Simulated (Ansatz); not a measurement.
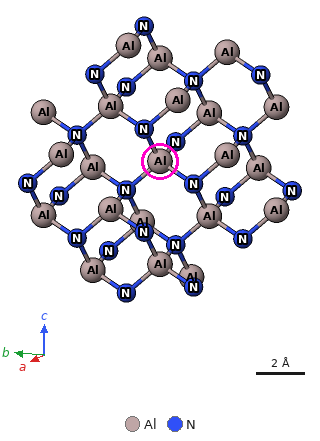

Perfect AlN. Style: ball-and-stick. Shown: the atoms within 6.0 Å of one point, in a slice 4.2 Å thick across the line of sight, from a free direction.

These are results of Ansatz 0.2.0, DFT, PBEsol, PAW, plane waves, not measurements. Settings: plane-wave cutoff 420 eV; k-point mesh 1 × 1 × 1; mesh shifted by (0.25, 0.25, 0.25); collinear spin. Fermi-Dirac smearing of 0.01 eV. The axes drawn are those of the host's conventional cell.

An aluminium atom is taken out (a vacancy) at the ringed place, in charge state 0. The supercell has 64 sites, and the atoms are relaxed at the host's cell.

How do the neighbours respond?

Around the empty Al site the host had 4 N at 1.90 Å; after relaxation the nearest atoms are 4 N at 2.09 to 2.20 Å. Of the host's atoms, a nitrogen atom moves furthest from its site, by 0.30 Å. The cell's net moment is 1.00 μB.

The relaxed defect, seen from the same direction:

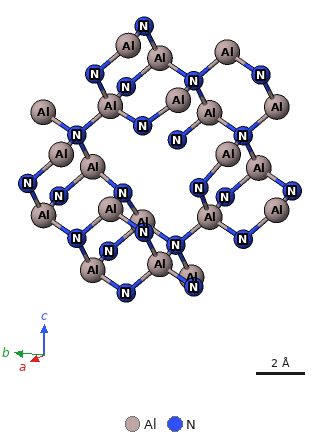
